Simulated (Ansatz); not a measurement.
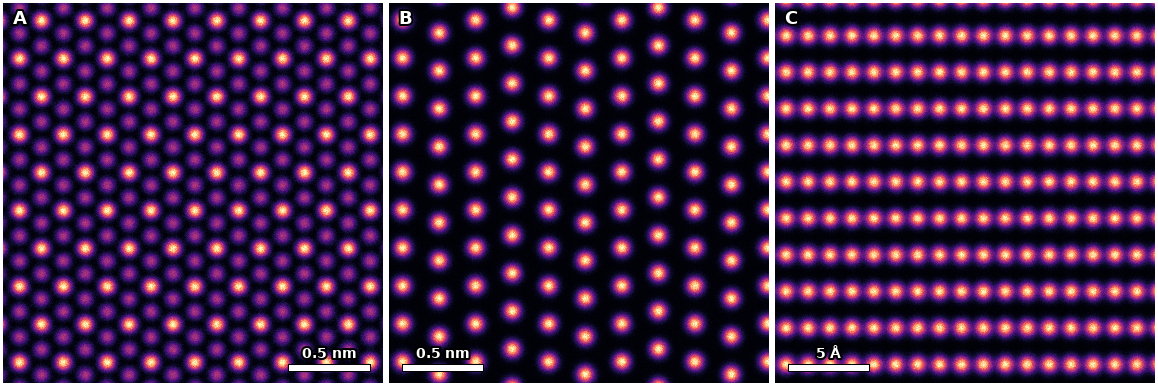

Three views of Pt (P6_3/mmc, No. 194) along different zone axes. Simulated incoherent Z contrast: every atom adds Z^1.6 spread by a probe of 0.82 Å full width; channelling and multiple scattering are left out. Shot noise was added. Atomic positions: a calculation's starting geometry; the starting structure was generated, so it need not be a known form of this composition.

```
Pt
1.0
     2.75499    0.00000    0.00000
    -1.37750    2.38589    0.00000
     0.00000    0.00000    9.18691
Pt
4
Direct
  0.00000 0.00000 0.00000
  0.00000 0.00000 0.50000
  0.33333 0.66667 0.25000
  0.66667 0.33333 0.75000
```

Q: Match the panels to the zone axes [001], [100] and [210].

A is [001]: projected cell 2.75 × 2.75 Å, 120°, plane group p6mm. B is [100]: projected cell 2.39 × 9.19 Å, 90°, plane group p2mg. C is [210]: projected cell 1.38 × 2.30 Å, 90°, plane group p2mm.
